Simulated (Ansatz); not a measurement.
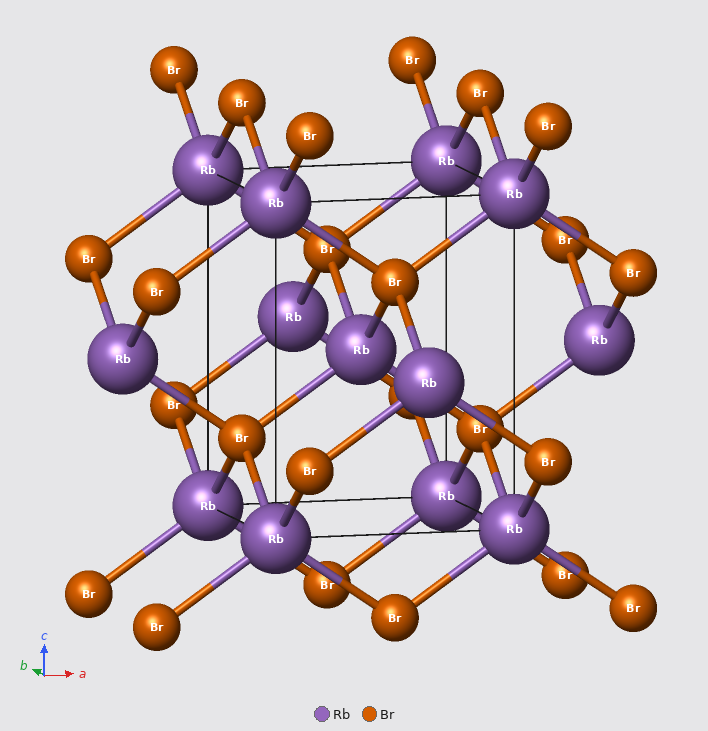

The figure gives a ball-and-stick picture of the atoms, viewed slightly off an axis. The conventional unit cell is outlined; an atom on or near a face, edge or corner is repeated at each equivalent position. Bonded atoms from the next cells complete the picture.

RbBr, space group I-4m2 (No. 119), a = 5.534 Å, b = 5.534 Å, c = 7.564 Å, α = 90.00°, β = 90.00°, γ = 90.00°. The structure comes from a structure type filled with these elements by a generator (whether the compound takes this form wasn't checked). The cell was then strained or its atoms displaced on purpose. A calculation with Ansatz used it as input.

This one geometry was computed with Ansatz (DFT, plane waves, PAW) at three levels of theory: PBE, HSE06 and r2SCAN. It was relaxed with r2SCAN and then strained.

Q: How does the band gap change with the level of theory?

A: PBE: a gap of 4.06 eV, indirect; r2SCAN: a gap of 4.64 eV, indirect; HSE06: a gap of 5.16 eV, indirect.

Q: Collect the results in a table.

A:
| level | cutoff (eV) | k-mesh of the run's cell | gap (eV) | pressure (GPa) |
| --- | --- | --- | --- | --- |
| PBE | 420 | 6×6×6 | 4.06 | 0.2 |
| HSE06 | 420 | 4×4×4 | 5.16 | 0.1 |
| r2SCAN | 500 | 6×6×6 | 4.64 | 0.0 |

Gaps are taken on the k-mesh or band path of each run.
